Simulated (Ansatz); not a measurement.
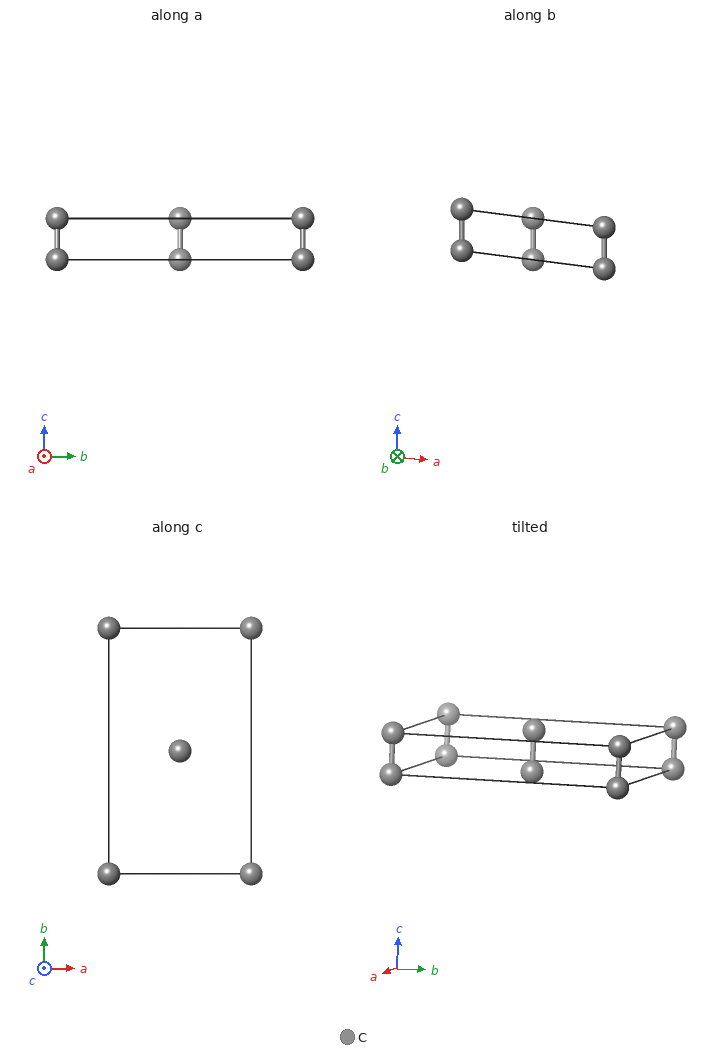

This ball-and-stick model is shown along the a axis, along the b axis, along the c axis and slightly off an axis. Atoms at the boundary of the conventional unit cell (the box) are drawn once for each face, edge or corner they touch.

Lattice parameters: a = 4.436 Å, b = 7.597 Å, c = 1.282 Å, α = 90.00°, β = 97.29°, γ = 90.00°. Put a along x and b in the xy plane.

**Write down what is shown as a POSCAR file.**

```
C
1.0
     4.436    0.000    0.000
     0.000    7.597    0.000
    -0.163    0.000    1.272
C
2
Direct
  0.5000 0.5000 0.0000
  0.0000 0.0000 0.0000
```

Provenance: a random cell made by a generator, so it need not be a real form of the element. It is drawn as it came out of a relaxation with DFT PBE, scalar-relativistic, plane waves, PAW in Ansatz 0.2.0.
